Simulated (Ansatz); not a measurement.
## Electronic structure of AlN in real space

Input file:

```
crystal:
  lattice:
    - [0.0, 2.034518, 1.8310662]
    - [2.034518, 0.0, 1.8310662]
    - [2.034518, 2.034518, 0.0]
  atoms:
    - { symbol: Al, position: [0.5, 0.5, 0.5] }
    - { symbol: "N", position: [0.0, 0.0, 0.0] }
basis:
  ecutwfc: 500
kpoints:
  mp_grid: { grid: [10, 10, 10] }
hamiltonian:
  xc: r2scan
scf:
  occupations: { method: gaussian, width: 0.05 }
output:
  forces: true
  stress: true
  eigenvalues: true
  write_density: true
  write_potential: true
  elf: true
  volumetric_format: npy
```

Run with:

```sh
ansatz run input.yaml --threads 1 --pin off --max-ram 2560MiB --backend cpu --events-out ev --progress --plain --runs-dir out
```

Below, planes, directions and counts refer to the conventional cell (a = 2.88 Å, b = 2.88 Å, c = 3.66 Å, α = 90.00°, β = 90.00°, γ = 90.00°).

Space group I4/mmm; a structure from a database of computed crystals, not necessarily the ambient phase; changed on purpose from its base cell (strain -0.1000 x Voigt [0, 0, 1, 0, 0, 0], atoms carried along); computed pressure about 34 GPa in this cell.

Method: DFT r2SCAN, scalar-relativistic, plane waves, PAW (Ansatz).

Core electrons are frozen (PAW), and the valence fields are smoothed inside the atomic spheres.

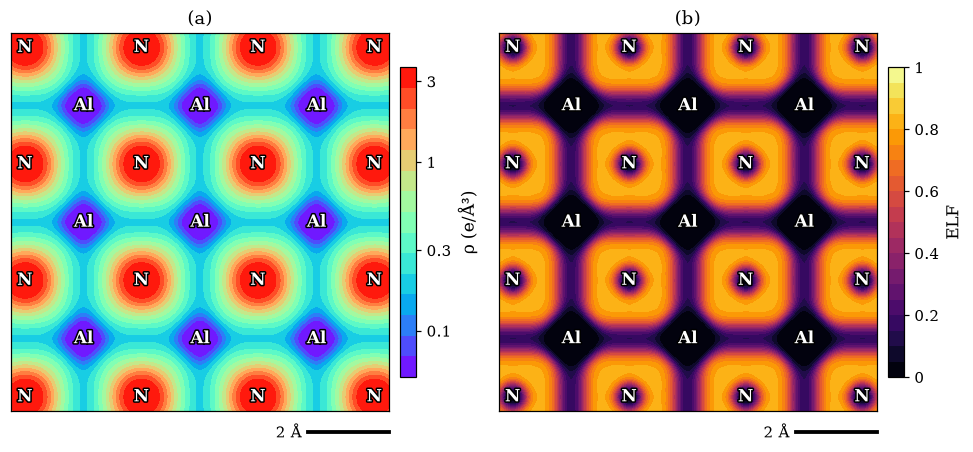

Figure 1. (a) valence charge density (pseudo); (b) electron localisation function on the (001) plane of the conventional cell.

> What does the map show?

The section cuts through Al and N sites.
Al–N (2.03 Å): ρ at the midpoint is about 0.51 e/Å³; the ELF peaks at about 0.85 in the valence shell of N, 0.7 Å from its nucleus, and is about 0.80 at the midpoint.
Between the atoms the lowest density in this plane is 0.19 e/Å³.

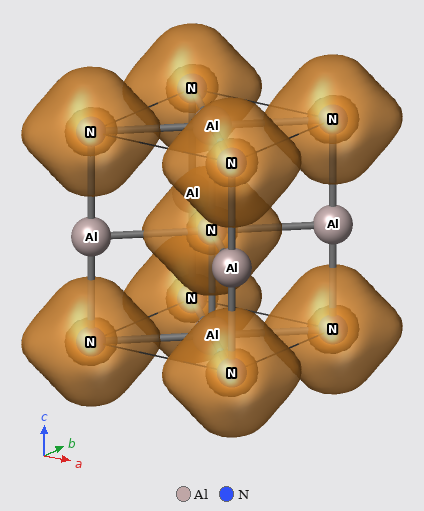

Figure 2. Isosurface of the electron localisation function at 0.65 (orange), seen at an oblique angle. Core shells and regions of very low density are left out. Sticks mark near contacts.

> What do the ELF domains correspond to?

At this value the surface marks out two regions on N in which the atom's valence shell and bonds are merged, counted in one cell of 4 atoms. Regions shared between cells count once. Along the contacts the grid gives the following. Al–N (1.83 Å): the ELF peaks at about 0.90 in the valence shell of N, 0.7 Å from its nucleus, and is about 0.85 at the midpoint.

> Does the calculation make it a metal, or give it a gap?

It is gapped, with a Kohn–Sham gap of 4.9 eV on the k-point mesh (the band edges may lie off the mesh, which would make the gap smaller).
